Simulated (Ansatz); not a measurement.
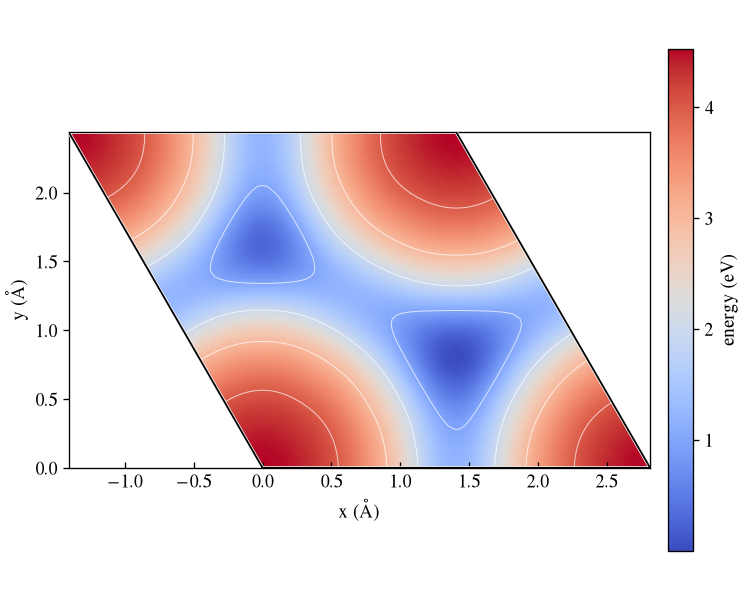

N on an Al(111) slab cut from the Fm-3m phase, its upper half relaxed before the scan (12 atoms of substrate and one adsorbate in a 2 × 2 cell). 
- N is moved over the surface cell; relaxed at each place: the height of the adsorbate's atoms; substrate rigid; the origin of the map has the adsorbate above Al9.
- Places are given modulo a cell vector. The map is drawn in real space over the plane of the surface.
- The scan uses a 6 × 6 grid; 10 points were computed and 26 follow by symmetry.
- Places are given in fractions of the 1 × 1 surface cell.
- Energies are in eV, from the lowest grid point.
- These are results of DFT LDA, scalar-relativistic, plane waves, PAW (Ansatz 0.2.0), not measurements. Settings: cutoff 420 eV, k-mesh 6×6×1, gaussian smearing 0.1 eV, no spin polarisation.

In the figure: a smooth colour map with a few white contour lines, the outline of one cell of the plane. Between grid points the surface is interpolated.

The lowest grid point is at a threefold hollow over a third-layer Al atom, (4/6, 2/6) of the cell vectors. There is a further well near a threefold hollow over a second-layer Al atom, (2/6, 4/6) of the cell vectors (0.27 eV above the lowest at that grid point). The highest grid point, the top site over a surface Al atom, (0/6, 0/6) of the cell vectors, lies 4.52 eV above the lowest. On the interpolated surface the easiest way out of the lowest well to the well at a threefold hollow over a second-layer Al atom, (2/6, 4/6) of the cell vectors passes a barrier of about 1.2 eV. At the lowest point the adsorbate has 3 Al at 1.82 Å as nearest neighbours, at the highest 1 Al at 1.73 Å. Its relaxed height above the top atom is 0.82 Å at the lowest and 1.73 Å at the highest point.

N is replaced by Al; all else is set up alike.

Question: What will the new map look like?

Answer: The minimum (interpolated where it lies between grid points) moves from a threefold hollow over a third-layer Al atom, (4/6, 2/6) of the cell vectors to a threefold hollow over a second-layer Al atom, (2/6, 4/6) of the cell vectors. The span from the lowest to the highest grid point shrinks from 4.52 to 0.62 eV. The easiest pass out of the lowest well goes from about 1.2 to about 0.12 eV on the interpolated surfaces. Higher wells of the new map: a threefold hollow over a third-layer Al atom, (4/6, 2/6) of the cell vectors, 0.040 eV up (that grid point lay 0.00 eV up before). In the new map: at the lowest point the adsorbate has 3 Al at 2.68 Å as nearest neighbours, at the highest 1 Al at 2.50 Å. Its relaxed height above the top atom is 2.13 Å at the lowest and 2.50 Å at the highest point.

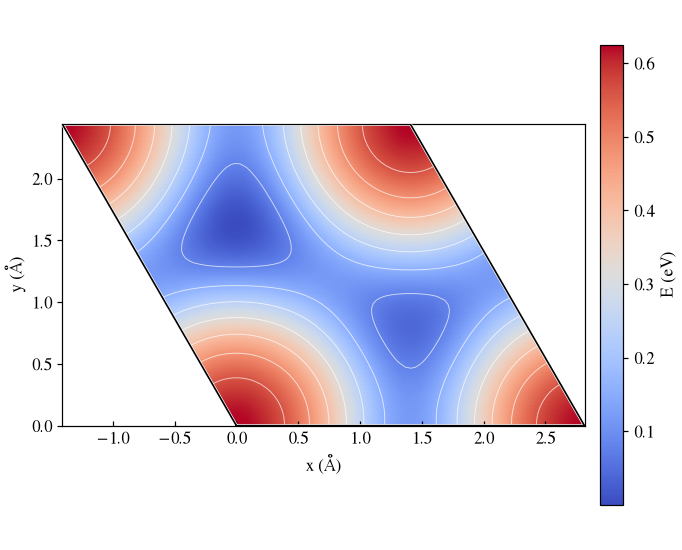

The map after the change, on a colour scale of its own. Drawn: a smooth colour map with a few white contour lines, the outline of one cell of the plane. Between grid points the surface is interpolated.
